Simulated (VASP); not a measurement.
Input file:

```
SYSTEM = TiO2
PREC = Accurate ; ENCUT = 520
EDIFF = 1E-6 ; ISMEAR = 0
SIGMA = 0.01 ; LREAL = .FALSE.
LASPH = .TRUE. ; NELM = 100
ALGO = Fast ; ISIF = 2
LWAVE = .FALSE. ; LCHARG = .TRUE.
GGA = PE ; LELF = .TRUE.
LVHAR = .TRUE. ; NBANDS = 33
```

Launched as:

```sh
cat potpaw_PBE.64/Ti_sv/POTCAR potpaw_PBE.64/O/POTCAR > POTCAR
mpirun -np 1 vasp_std > vasp.out
```

Below, planes, directions and counts refer to the conventional cell (a = 3.78 Å, b = 3.78 Å, c = 9.51 Å, α = 90.00°, β = 90.00°, γ = 90.00°).

Space group I4₁/amd; computed pressure about 6 GPa in this cell.

Method: Kohn-Sham DFT of a periodic cell, PBE, VASP PAW PBE potentials, recommended in VASP 6.6.1.

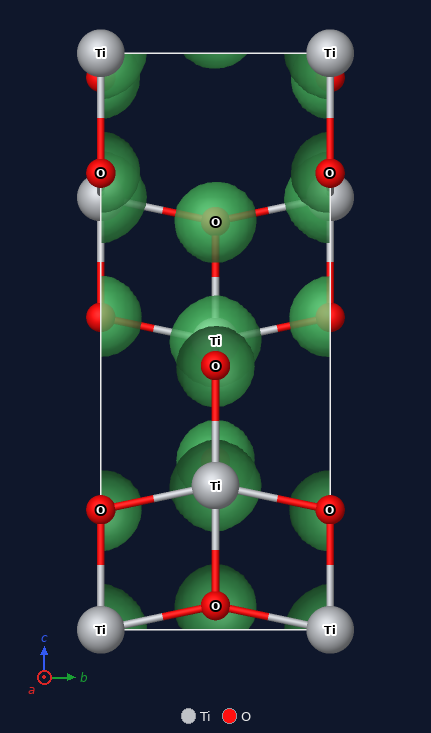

TiO2. Isosurface of the valence charge density (pseudo) at 1.5 e/Å³ (green), seen along the a axis. Sticks mark near contacts.

**What does this surface tell about the bonding?**

At this value the density breaks into separate islands; it holds about 65 % of the electrons treated as valence. It bridges none of the near contacts. It is pinched off along the sampled Ti–O (1.93 Å) and Ti–O (1.98 Å) contacts. On the grid the lowest density along these lines, outside the cores, is 0.75 e/Å³ (Ti–O, 1.93 Å) and 0.68 e/Å³ (Ti–O, 1.98 Å).
